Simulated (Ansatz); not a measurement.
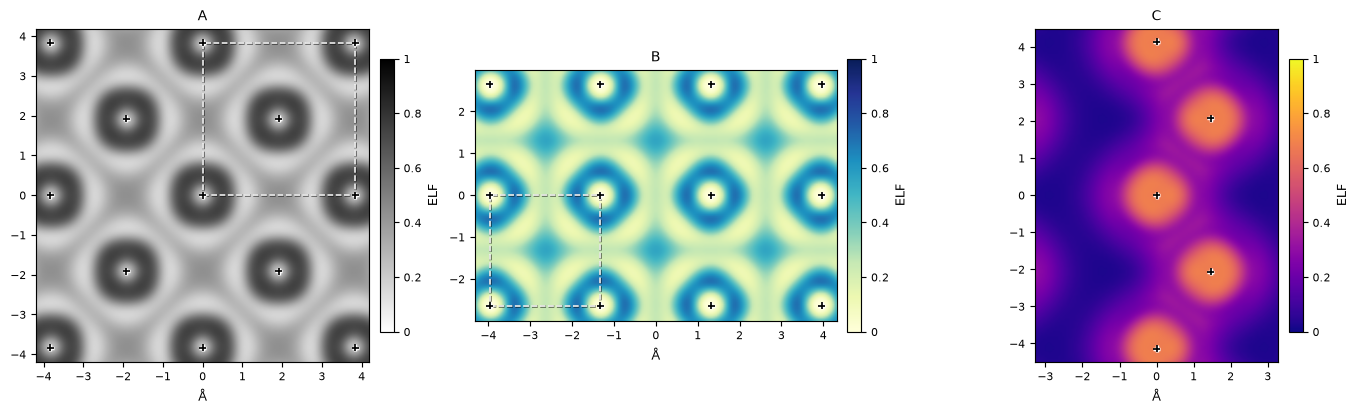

The electron localisation function of 3 systems, each on a plane through atoms (crosses mark nuclei in the plane).

Computed with Ansatz, DFT, PBE, plane waves (420 eV) with PAW, scalar-relativistic.

System 1: Mo, the (100) plane of the conventional cell. Space group Fm-3m; set up as Mo, fcc; a generated structure, not necessarily the stable one; changed on purpose from its base cell (volume × 0.88); computed pressure about 40 GPa in this cell; computed without spin polarisation.

```
Mo
1.0
     3.83605    0.00000    0.00000
     0.00000    3.83605    0.00000
     0.00000    0.00000    3.83605
Mo
4
Direct
  0.00000 0.00000 0.00000
  0.50000 0.50000 0.00000
  0.50000 0.00000 0.50000
  0.00000 0.50000 0.50000
```

System 2: Ti, the (100) plane of the conventional cell. Space group Pm-3m; set up as Ti, simple cubic; a generated structure, not necessarily the stable one; changed on purpose from its base cell (volume × 1.0); computed without spin polarisation.

```
Ti
1.0
     2.64499    0.00000    0.00000
     0.00000    2.64499    0.00000
     0.00000    0.00000    2.64499
Ti
1
Cartesian
  0.0000 0.0000 0.0000
```

System 3: Pt, the (110) plane of the conventional cell. Space group Fd-3m; set up as Pt, diamond; a generated structure, not necessarily the stable one; changed on purpose from its base cell (volume × 1.04); computed pressure about −4 GPa in this cell.

Question: Which map belongs to which system?

Answer: Panel A is system 1, Mo: the plane holds Mo. Mo–Mo (2.71 Å): the ELF is about 0.30 at the midpoint; no shared electron pair shows on this line. Panel B is system 2, Ti: the plane holds Ti. Ti–Ti (2.64 Å): the ELF is about 0.25 at the midpoint (no localised pair shows between them). Panel C is system 3, Pt: the plane holds Pt. Pt–Pt (2.54 Å): the ELF is about 0.35 at the midpoint.
